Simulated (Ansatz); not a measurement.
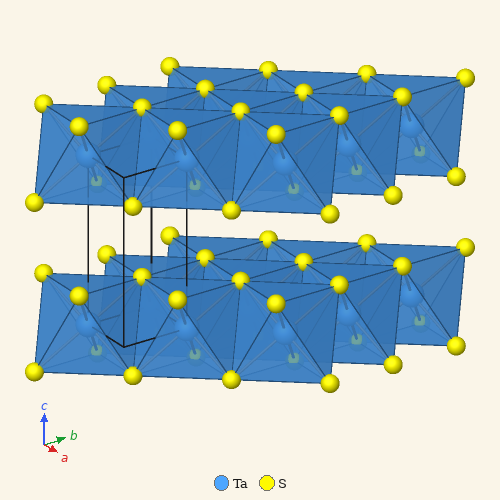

Polyhedra are drawn about Ta (bonds: S–Ta below 2.7 Å); other atoms are plain spheres.

TaS2 (space group P-3m1, No. 164). Coordinates: a calculation's input that goes back to an entry of the Crystallography Open Database (an earlier step may have relaxed or displaced it).

Sharing among the drawn polyhedra:

```
site       polyhedron  corner-sharing neighbours  edge-sharing  face-sharing  bond (Å)
  Ta  TaS6 octahedron                          0             6             0      2.43
```

They form layers of edge-sharing octahedra parallel to (001).
